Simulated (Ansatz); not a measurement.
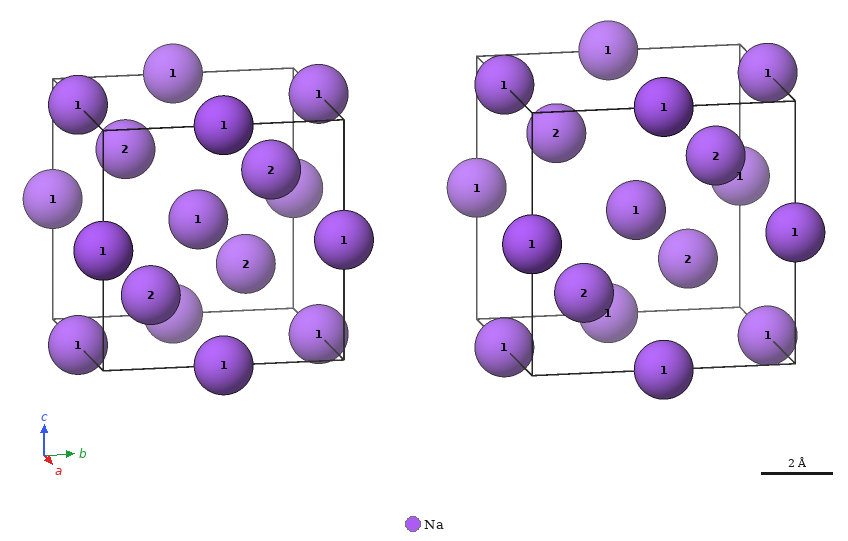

Two geometries of solid Na (built on the diamond_227 type), drawn at one scale. One is the start of a relaxation, the other its converged end. Style: spheres-only. Shown: the conventional cell (4 times the calculation's cell), slightly off an axis. Lengths and directions refer to the drawn axes.

All numbers below come from DFT r2SCAN, scalar-relativistic, plane waves, PAW in Ansatz. (plane-wave cutoff 500 eV; k-point mesh 14 × 14 × 14; occupations gaussian; smearing width 0.1 eV; no spin polarisation; cell and atoms relaxed; force threshold 0.01 eV/Å; at most 80 steps)

Q: Which of the two is the end point?

A: The right one is the relaxed one. Case: diamond type (Fd-3m, No. 227). No atom moves by more than 0.005 Å relative to the cell. The volume changes by +30.9 %, with a = b = c 6.963 → 7.617 Å (+9.4 %). Among the contacts that change: Na1–Na2 3.015 → 3.298 Å. The space group stays Fd-3m (No. 227). Over 4 accepted moves (5 points after the start) the energy falls by 31.0 meV per atom. All forces vanish by symmetry, so only the cell relaxes. The pressure goes from 0.94 to 0.02 GPa. At 1 point the geometry stayed and the basis and grid were re-selected for the new cell (energy shift of 1.3 meV per atom at most each time).
